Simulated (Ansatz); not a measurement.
The calculation's input:

```
crystal:
  lattice:
    - [-1.5991747834, 1.5991747834, 1.59121869]
    - [1.5991747834, -1.5991747834, 1.59121869]
    - [1.5832625966, 1.5832625966, -1.59121869]
  atoms:
    - { symbol: Al, position: [0.0, 0.0, 0.0] }
hamiltonian:
  xc: pbesol
  pseudopotentials: { kind: paw }
kpoints:
  mp_grid: { grid: [10, 10, 10] }
  band_path:
    path:
      - [[0.0, 0.0, 0.0], [0.0, 0.0, 0.5], [-0.5, 0.5, 0.5], [-0.5, 0.5, 0.0], [0.0, 0.0, 0.0], [-0.5000187508, -0.5000187508, 0.5000187508], [-0.247499875, -0.247499875, 0.747499875], [0.0, 0.0, 0.5]]
      - [[-0.5000187508, -0.5000187508, 0.5000187508], [-0.752500125, 0.247499875, 0.252500125], [-0.5, 0.5, 0.0]]
      - [[-0.5, 0.0, 0.5], [0.0, 0.0, 0.0]]
    npoints: 14
scf:
  occupations: { method: fermi_dirac, width: 0.05 }
  n_extra_bands: 6
output:
  forces: true
  stress: true
  eigenvalues: true
  fatbands: false
  write_density: true
  write_potential: true
  elf: true
  volumetric_format: npy
```

Launched as:

```sh
ansatz run input.yaml --threads 2 --pin off --max-ram 5632MiB --backend cpu --events-out ev --progress --plain --runs-dir out
```

Below, planes, directions and counts refer to the conventional cell (a = 3.18 Å, b = 4.48 Å, c = 4.52 Å, α = 90.00°, β = 90.00°, γ = 90.00°).

Space group Fmmm; a structure from a database of computed crystals, not necessarily the ambient phase; computed pressure about 3 GPa in this cell.

The calculation used Ansatz, Kohn-Sham DFT of a periodic cell, PBEsol, Ansatz PAW.

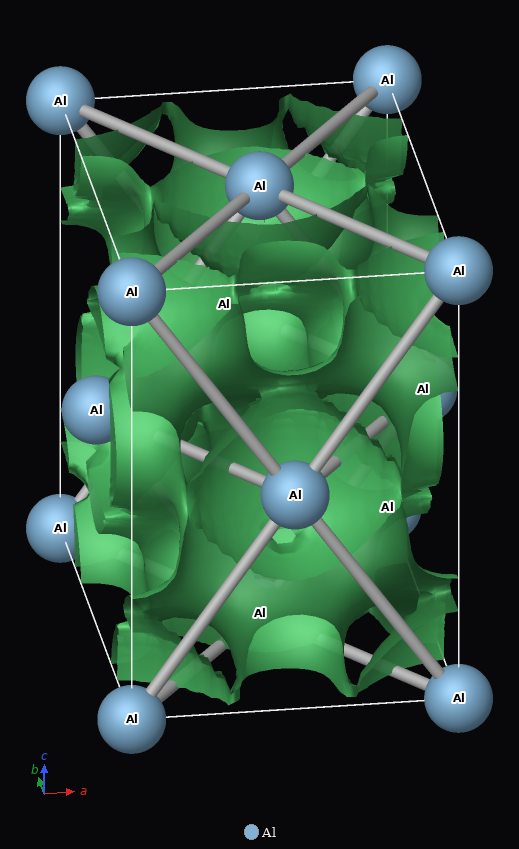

Al. Isosurface of the ELF at 0.55 (green), seen at an oblique angle. Core shells and regions of very low density are left out. Sticks mark near contacts.

> What do the ELF domains correspond to?

The surface consists of one network that runs through the whole crystal, counted in one cell of 4 atoms. Regions shared between cells count once. There are no localised bonds or lone pairs at this value. Along the contacts the grid gives the following. Al–Al (2.75 Å): the ELF peaks at about 0.65 between the atoms.

> Does the calculation make it a metal, or give it a gap?

It is metallic or semimetallic at this level of theory: no gap opens.
